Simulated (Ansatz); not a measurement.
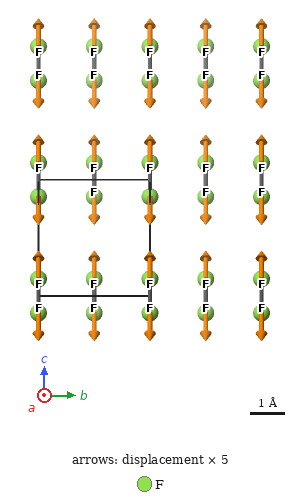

This is a relaxation of solid F (a generated structure, set up in C2/m) (coarse preliminary run). The starting structure is drawn; orange arrows show the displacements (the part carried along by the change of the cell is left out), magnified 5 times.

Style: ball-and-stick. Shown: the conventional cell (2 times the calculation's cell), repeated 1 × 2 × 2 with one cell outlined, along the a axis. Lengths and directions refer to the drawn axes.

Case: O → F on all its sites, cell and atoms relaxed.

All numbers below come from DFT PBE+D3(BJ), scalar-relativistic, plane waves, PAW in Ansatz.

Input file:
```yaml
crystal:
  lattice:
    - [2.8044309678, -1.6606950108, 0.1355078944]
    - [2.8044309678, 1.6606950108, 0.1355078944]
    - [-1.8535639465, 0.0, 3.3758838542]
  atoms:
    - { symbol: F, position: [0.0865729866, 0.0865729866, 0.1464142897] }
    - { symbol: F, position: [0.9134270134, 0.9134270134, 0.8535857103] }
basis:
  ecutwfc: 420
kpoints:
  mp_grid: { grid: [8, 8, 6] }
hamiltonian:
  xc: pbe
  dispersion: d3bj
scf:
  occupations: { method: gaussian, width: 0.1 }
output:
  forces: true
  stress: true
  eigenvalues: true
relax:
  adjacent_minimum: "off"
  f_tol: 0.05
  max_steps: 60
  cell: { stress_tol: 0.5 }
```

Run as
```bash
ansatz run input.yaml --threads 1 --pin off --max-ram 2560MiB --backend cpu --events-out ev --progress --plain --runs-dir out
```

> What happened in the run?

Over 3 accepted moves (5 points after the start) the energy falls by 1429 meV per atom. Largest force component: 24 eV/Å at the start, 0.016 eV/Å at the end. Pressure: 48.54 GPa at the start and 0.18 GPa at the end. The line search rejected the trial step at point 3 of the run. The SCF was repeated once at an unchanged geometry on a basis and grid sized afresh for the cell, which shifted the energy by 2.2 meV per atom at most. The largest moves relative to the cell, 0.21 Å, are those of F1 and F2. F2 goes roughly along −c. The volume changes by +3.6 %, with a 5.615 → 5.624 Å (+0.2 %), b 3.321 → 3.315 Å (−0.2 %), c 3.851 → 3.941 Å (+2.3 %), β 116.0° → 114.4°. Some distances before and after: F1–F2 1.121 → 1.416 Å. The space group stays C2/m (No. 12). The run took 8.5 s on 1 thread of Intel(R) Xeon(R) 6975P-C (Granite Rapids), on a shared host, peak memory 0.35 GiB.
